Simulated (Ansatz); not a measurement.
System: GaN, space group P6_3/mmc, 4 atoms in the cell, relaxed with r2SCAN; a = 3.300 Å, c = 4.756 Å (hexagonal axes). Starting point: PBE, Ansatz PAW set, no spin polarisation, no spin-orbit coupling, 6×6×4 k mesh, 420 eV cutoff, fixed occupations (Ansatz 0.2.0). Many-body step: G0W0 with empty bands 72, screening cutoff 80 eV and frequency treatment contour deformation.

In PBE the smallest gap over these k points is 1.46 eV, with direct gaps of 1.46 eV at Γ, 5.26 eV at M and 6.11 eV at H.

### What does G0W0 give?

Over the k points that were corrected, the smallest gap goes from 1.46 eV in PBE (direct at Γ) to 2.25 eV in G0W0 (direct at Γ), a change of +0.79 eV (+54 %). Counted from the valence top, the lowest empty level moves by +0.79 eV at Γ, +0.66 eV at M and +0.74 eV at H; over the 9 points that were corrected the shifts run from +0.66 to +0.92 eV: a spread of 0.26 eV on a mean of 0.76 eV, so one scissor shift describes this level only roughly. The top filled level also moves against the valence top, by −0.39 eV at M. The quasiparticle weight (renormalisation factor) lies between 0.76 and 0.82 for the top filled and first empty levels.

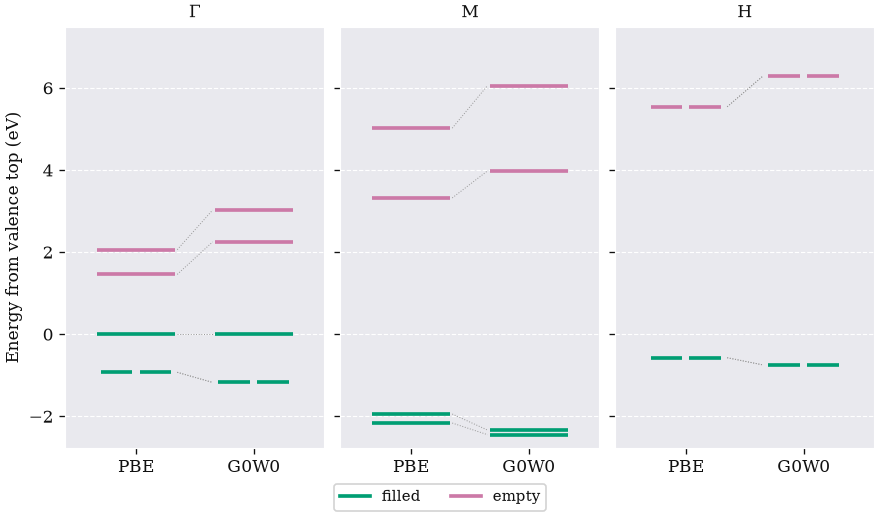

Levels at Γ, M and H in PBE and in G0W0, each set counted from its own valence top. Degenerate partners of corrected states are drawn at the same energy.

| k point | PBE direct gap (eV) | G0W0 direct gap (eV) |
| --- | --- | --- |
| Γ | 1.46 | 2.25 |
| M | 5.26 | 6.32 |
| H | 6.11 | 7.03 |

The filled d shell of Ga makes such GW gaps lie low. The k mesh is thin for GW. The usual form of GaN is wurtzite. Bands, cutoffs and mesh are finite, so these values aren't at the basis limit.
